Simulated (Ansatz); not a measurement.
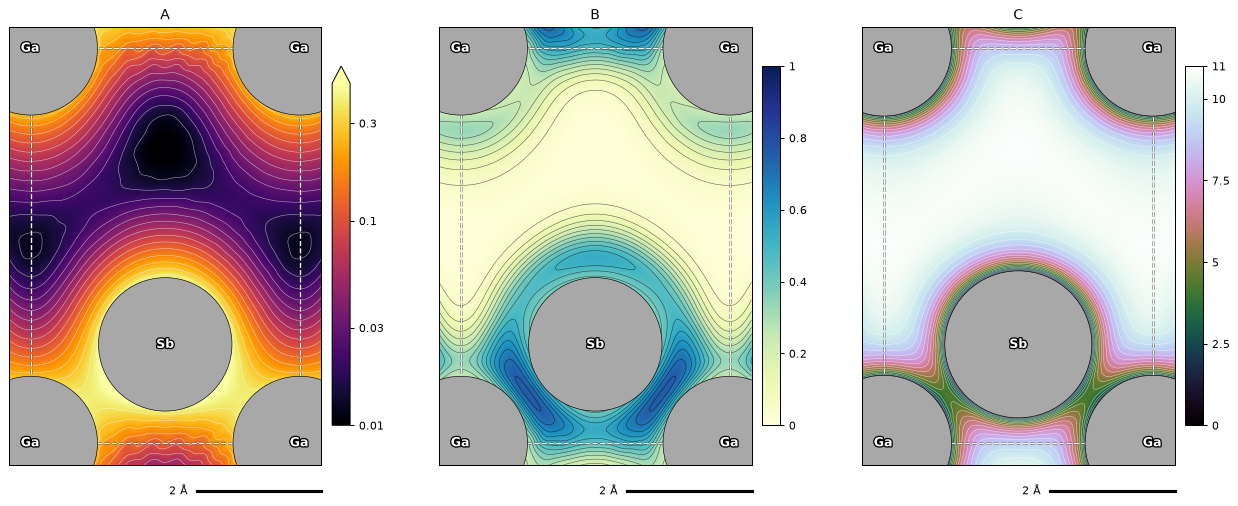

GaSb: 3 fields on the (010) plane of the conventional cell, with unlabelled colour scales. Grey discs cover the atomic cores.

Space group I-4m2; started from the measured structure prototype, which need not be the ambient phase; changed on purpose from its base cell (uniaxial z strain +3.7%).

Theory: DFT, HSE06, plane waves, PAW in Ansatz 0.2.0.

> Which field does each panel show? The fields are: electron localisation function, electrostatic potential energy of an electron and valence pseudo-density.

Panel A: valence pseudo-density. Panel B: electron localisation function. Panel C: electrostatic potential energy of an electron (low next to the atoms, rising into the space between them). From the grid: Ga–Sb (2.69 Å): the density is about 0.41 e/Å³ at the midpoint; the ELF peaks at about 0.75 between the atoms (a covalent bond).
